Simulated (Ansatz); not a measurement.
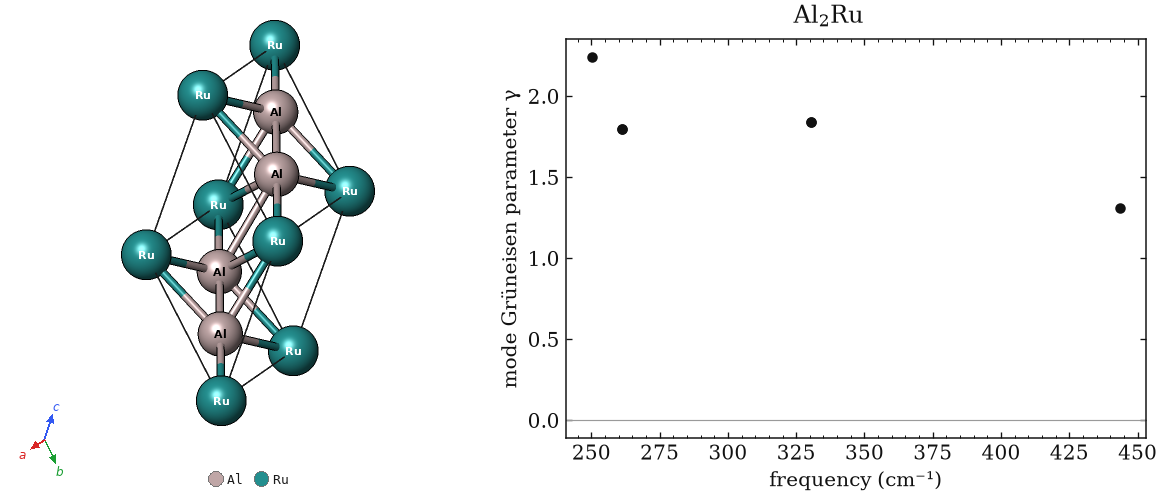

Plotted: mode Grüneisen parameters against frequency for Al₂Ru, space group I4/mmm (No. 139). The cell is drawn beside the plot.

Structure:
```xyz
3
Lattice="-1.5624 1.5624 4.2063 1.5624 -1.5624 4.2063 1.5624 1.5624 -4.2063" Properties=species:S:1:pos:R:3 pbc="T T T"
Al    0.0000    0.0000    5.5433
Al    0.0000    0.0000    2.8692
Ru    0.0000    0.0000    0.0000
```

Calculation (Ansatz 0.2.0): mode Grüneisen parameters, minus d ln(frequency) over d ln(volume), from cells at 0.98 and 1.02 times the rest volume with shape and atoms relaxed, modes matched by rank; plane waves with PAW datasets, Γ-centred k mesh. Level: PBEsol, no spin polarisation.

- wave cutoff: 420 eV
- k mesh: 18×18×18
- occupations: Fermi–Dirac
- smearing width: 0.15 eV
- phonon method: linear response
- q mesh: 1×1×1

What range do the mode Grüneisen parameters cover, and does any mode soften under pressure?

Answer. They run from 1.31 to 2.24; none is negative, so every mode shown stiffens under compression.

Limits of the calculation: metal sensitive to the k mesh.

The computed values:

| at | frequency (cm⁻¹) | γ |
| --- | --- | --- |
| (0 0 0) | 250.2 | 2.24 |
| (0 0 0) | 261.4 | 1.80 |
| (0 0 0) | 261.4 | 1.80 |
| (0 0 0) | 330.3 | 1.84 |
| (0 0 0) | 330.3 | 1.84 |
| (0 0 0) | 443.4 | 1.31 |
